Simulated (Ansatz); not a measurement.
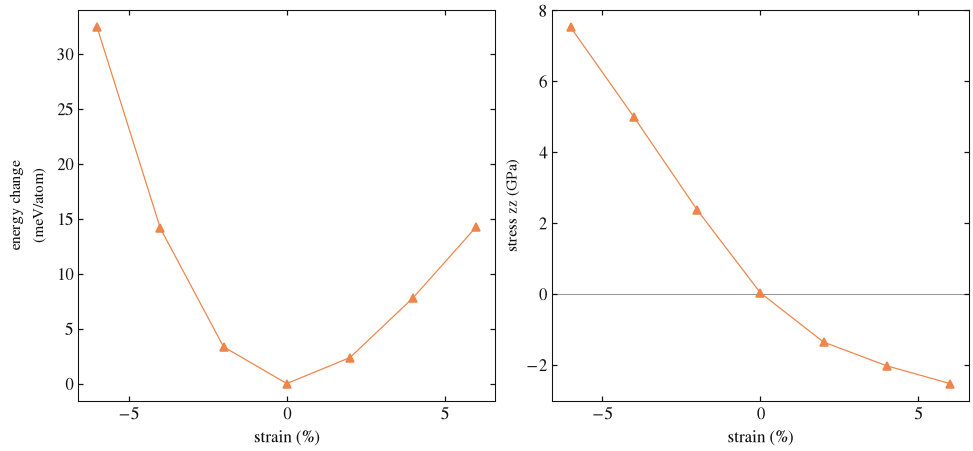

Plotted: energy change and stress zz against strain for Cd, space group R-3m (No. 166).

Structure:
```xyz
3
Lattice="3.3248 0.0000 0.0000 -1.6624 2.8793 0.0000 0.0000 0.0000 7.2264" Properties=species:S:1:pos:R:3 pbc="T T T"
Cd    0.0000    0.0000    0.0000
Cd    1.6624    0.9598    2.4088
Cd    0.0000    1.9196    4.8176
```

Method: energy, stress and cell of a relaxed crystal along a series of strains, atoms and what the cell freedom names relaxed within the symmetry; stress is positive in compression; plane waves with PAW datasets, Γ-centred k mesh; energies extrapolated to zero smearing (Ansatz 0.2.0). Level: PBE, no spin polarisation.

| setting | value |
| --- | --- |
| wave cutoff | 420 eV |
| k mesh | 15×15×6 |
| occupations | Gaussian |
| smearing width | 0.1 eV |
| strain kind | stretch along c with a and b held |
| cell freedom | cell held, only c stretched |

### Is the starting structure at a minimum along this coordinate?

Yes: the energy rises on both sides of the starting structure, which is therefore a minimum along this path.

### Read off the course of the stress zz.

It falls from 7.52 GPa at strain −6 % to −2.53 GPa at 6 %, and changes sign near 0 %.

### Is there a gap?

No, the levels on the k mesh show a metal at every point.

Limits of the calculation: given cell holds a small stress on this mesh.
